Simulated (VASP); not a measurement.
# Run report: GaN, geometry relaxation (part 5 of 5)

The same run, continued: GaN (slab, 8 atoms in the cell); Kohn-Sham DFT of a periodic cell, PBEsol, VASP PAW PBE potentials, recommended, no spin polarisation (VASP 6.6.1); cutoff 520 eV, 8×5×1 k-mesh, Gaussian smearing of 0.03 eV. The structure derives from an entry of the Crystallography Open Database.

Geometry of the input (Å; fractional positions):
```
3.1802  0.0000  0.0000
0.0000  5.1832  0.0000
0.0000  0.0000  18.6722
Ga 1.0000  0.0008  0.4017
Ga 0.5000  0.5008  0.4508
Ga 0.5000  0.0008  0.5492
Ga 0.0000  0.5008  0.5983
N  1.0000  0.6242  0.4017
N  0.5000  0.1242  0.4508
N  0.5000  0.6242  0.5492
N  0.0000  0.1242  0.5983
```

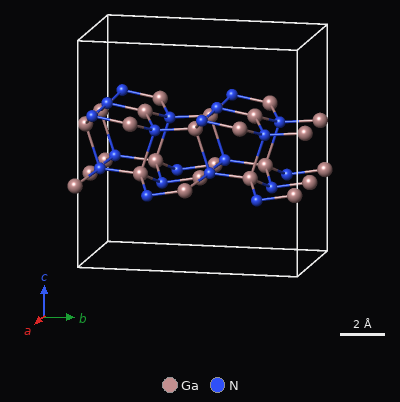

Figure 1. The geometry at step 18 of the log (ball-and-stick view of the 2 × 2 repeat of the cell, with the vacuum cut short, seen slightly off an axis).

### Trajectory as extended XYZ, continued
```
8
Lattice="3.1802 0.0000 0.0000 0.0000 5.1832 0.0000 0.0000 0.0000 18.6722" Properties=species:S:1:pos:R:3:forces:R:3 step=15 energy=-49.19245
Ga    3.1802    5.0704    7.8327    0.0000  -0.0200  -0.0019
Ga    1.5901    2.6115    8.2269    0.0000   0.0071  -0.0387
Ga    1.5901    0.0198   10.4453    0.0000   0.0071   0.0387
Ga    0.0000    2.4788   10.8396    0.0000  -0.0200   0.0019
N     3.1802    3.2802    7.5273    0.0000   0.0104  -0.0276
N     1.5901    0.7002    8.3936    0.0000   0.0025  -0.0498
N     1.5901    3.2918   10.2786    0.0000   0.0025   0.0498
N     0.0000    0.6886   11.1449    0.0000   0.0104   0.0276
8
Lattice="3.1802 0.0000 0.0000 0.0000 5.1832 0.0000 0.0000 0.0000 18.6722" Properties=species:S:1:pos:R:3:forces:R:3 step=16 energy=-49.19252
Ga    3.1802    5.0698    7.8322    0.0000  -0.0101   0.0059
Ga    1.5901    2.6117    8.2262    0.0000   0.0149  -0.0414
Ga    1.5901    0.0201   10.4460    0.0000   0.0149   0.0414
Ga    0.0000    2.4782   10.8400    0.0000  -0.0101  -0.0059
N     3.1802    3.2796    7.5242    0.0000   0.0193  -0.0167
N     1.5901    0.7012    8.3945    0.0000  -0.0241  -0.0548
N     1.5901    3.2928   10.2777    0.0000  -0.0241   0.0548
N     0.0000    0.6880   11.1480    0.0000   0.0193   0.0167
8
Lattice="3.1802 0.0000 0.0000 0.0000 5.1832 0.0000 0.0000 0.0000 18.6722" Properties=species:S:1:pos:R:3:forces:R:3 step=17 energy=-49.19308
Ga    3.1802    5.0685    7.8321    0.0000   0.0224   0.0030
Ga    1.5901    2.6129    8.2229    0.0000  -0.0181  -0.0283
Ga    1.5901    0.0213   10.4493    0.0000  -0.0181   0.0283
Ga    0.0000    2.4769   10.8401    0.0000   0.0224  -0.0030
N     3.1802    3.2802    7.5201    0.0000  -0.0085  -0.0060
N     1.5901    0.7006    8.3917    0.0000   0.0042  -0.0262
N     1.5901    3.2922   10.2805    0.0000   0.0042   0.0262
N     0.0000    0.6886   11.1521    0.0000  -0.0085   0.0060
8
Lattice="3.1802 0.0000 0.0000 0.0000 5.1832 0.0000 0.0000 0.0000 18.6722" Properties=species:S:1:pos:R:3:forces:R:3 step=18 energy=-49.19315
Ga    3.1802    5.0680    7.8320    0.0000   0.0369   0.0023
Ga    1.5901    2.6134    8.2215    0.0000  -0.0325  -0.0222
Ga    1.5901    0.0218   10.4507    0.0000  -0.0325   0.0222
Ga    0.0000    2.4764   10.8402    0.0000   0.0369  -0.0023
N     3.1802    3.2805    7.5184    0.0000  -0.0203  -0.0023
N     1.5901    0.7004    8.3906    0.0000   0.0160  -0.0148
N     1.5901    3.2920   10.2816    0.0000   0.0160   0.0148
N     0.0000    0.6889   11.1538    0.0000  -0.0203   0.0023
8
Lattice="3.1802 0.0000 0.0000 0.0000 5.1832 0.0000 0.0000 0.0000 18.6722" Properties=species:S:1:pos:R:3:forces:R:3 step=19 energy=-49.19329
Ga    3.1802    5.0698    7.8321    0.0000  -0.0412  -0.0161
Ga    1.5901    2.6119    8.2178    0.0000  -0.0002  -0.0185
Ga    1.5901    0.0203   10.4544    0.0000  -0.0002   0.0185
Ga    0.0000    2.4782   10.8401    0.0000  -0.0412   0.0161
N     3.1802    3.2795    7.5156    0.0000   0.0390   0.0195
N     1.5901    0.7011    8.3878    0.0000   0.0024   0.0133
N     1.5901    3.2927   10.2844    0.0000   0.0024  -0.0133
N     0.0000    0.6878   11.1566    0.0000   0.0390  -0.0195
8
Lattice="3.1802 0.0000 0.0000 0.0000 5.1832 0.0000 0.0000 0.0000 18.6722" Properties=species:S:1:pos:R:3:forces:R:3 step=20 energy=-49.19334
Ga    3.1802    5.0692    7.8321    0.0000  -0.0153  -0.0101
Ga    1.5901    2.6124    8.2190    0.0000  -0.0110  -0.0210
Ga    1.5901    0.0208   10.4532    0.0000  -0.0110   0.0210
Ga    0.0000    2.4776   10.8401    0.0000  -0.0153   0.0101
N     3.1802    3.2798    7.5165    0.0000   0.0196   0.0124
N     1.5901    0.7009    8.3887    0.0000   0.0067   0.0040
N     1.5901    3.2925   10.2835    0.0000   0.0067  -0.0040
N     0.0000    0.6882   11.1557    0.0000   0.0196  -0.0124
8
Lattice="3.1802 0.0000 0.0000 0.0000 5.1832 0.0000 0.0000 0.0000 18.6722" Properties=species:S:1:pos:R:3:forces:R:3 step=21 energy=-49.19343
Ga    3.1802    5.0689    7.8315    0.0000   0.0105   0.0049
Ga    1.5901    2.6110    8.2161    0.0000   0.0089  -0.0071
Ga    1.5901    0.0194   10.4561    0.0000   0.0089   0.0071
Ga    0.0000    2.4773   10.8407    0.0000   0.0105  -0.0049
N     3.1802    3.2807    7.5162    0.0000  -0.0026   0.0066
N     1.5901    0.7016    8.3879    0.0000  -0.0168   0.0047
N     1.5901    3.2932   10.2844    0.0000  -0.0168  -0.0047
N     0.0000    0.6891   11.1560    0.0000  -0.0026  -0.0066
```

### Results in brief

```json
{"quantity": "outcome", "value": "converged"}
{"quantity": "electrons treated", "value": "72"}
{"quantity": "free energy", "value": "−49.1934 eV"}
{"quantity": "Fermi energy", "value": "−2.414 eV"}
{"quantity": "gap on the k-point mesh", "value": "1.93 eV"}
{"quantity": "final volume", "value": "307.79 Å³"}
{"quantity": "largest force (length of the vector) at the end", "value": "0.017 eV/Å"}
{"quantity": "hardware", "value": "4 threads of Intel Xeon (Granite Rapids), 64 GiB of memory available, shared host"}
{"quantity": "wall time", "value": "12 min (CPU time 48 min)"}
{"quantity": "peak memory", "value": "0.46 GiB"}
```
